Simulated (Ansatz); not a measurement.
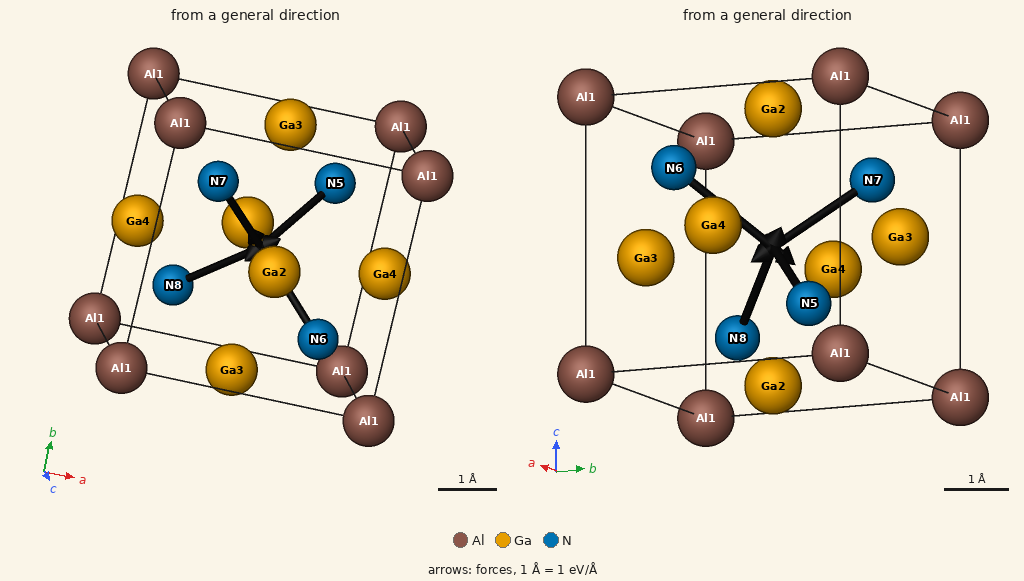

Crystal structure, spheres-only style, seen from two general directions. Thin lines show the simulation cell, with boundary atoms drawn in all their periodic places. The arrows are the computed forces on the atoms.

System: AlGa₃N₄. Level of theory and settings: DFT r2SCAN, scalar-relativistic, plane waves, PAW (Ansatz 0.2.0), an energy cutoff of 500 eV, Brillouin-zone sampling on a 6×6×6 mesh, Gaussian smearing of 0.05 eV, no spin polarisation.

Is this an equilibrium geometry?

Answer. No. The atoms still feel forces of up to about 2.2 eV/Å, far above a usual threshold of 0.01 to 0.03 eV/Å.

Which atom carries the strongest force?

Answer. All N atoms, about 2.2 eV/Å.

Its origin is a structure listed in the Materials Project. The cell was then strained or its atoms displaced on purpose. A calculation with Ansatz used it as input.
